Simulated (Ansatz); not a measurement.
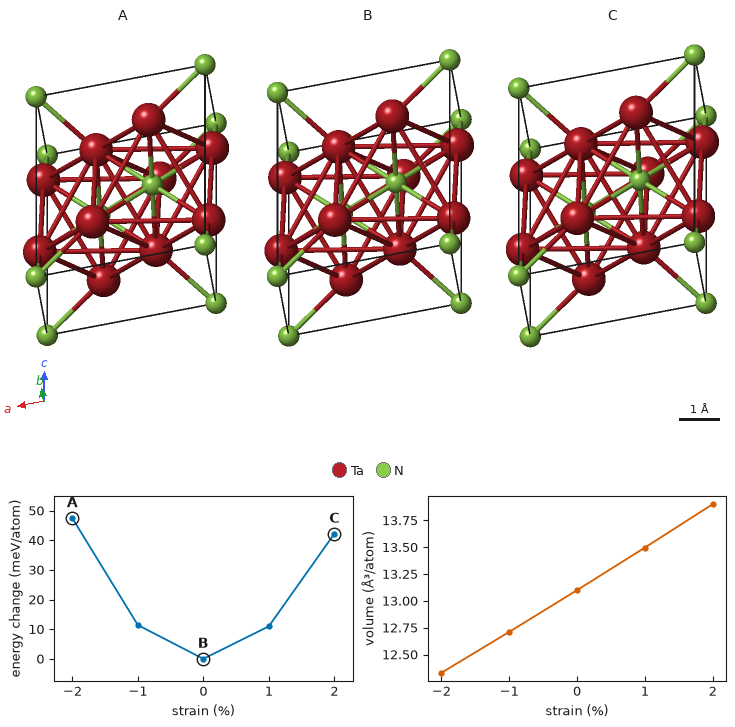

Members of a series of calculations on crystalline Ta2N (set up in P-31m), marked on the first curve. Style: ball-and-stick. Shown: the cell of the calculation, from a free direction.

Computed with DFT PBEsol, scalar-relativistic, plane waves, PAW in Ansatz 0.2.0. Set-up: plane-wave cutoff 420 eV; k-point mesh 12 × 12 × 8; occupations gaussian; smearing width 0.1 eV; no spin polarisation.

### Which kind of strain is it, and how does the structure respond?

Equal strain along all axes, cell held, atoms relaxed. A (strain −2.0 %): energy change 47.4 meV/atom, volume 12.33 Å³ per atom. B (strain 0.0 %): energy change 0.0 meV/atom, volume 13.10 Å³ per atom. C (strain 2.0 %): energy change 42.2 meV/atom, volume 13.90 Å³ per atom. The rest compares A with C. The volume changes by +12.8 %, with a = b 5.159 → 5.369 Å (+4.1 %), c 4.814 → 5.011 Å (+4.1 %). Some distances before and after: Ta–Ta 2.931 → 3.061 to 3.069 Å, Ta–Ta 2.981 → 3.092 to 3.104 Å, N–Ta 2.091 → 2.176 Å.
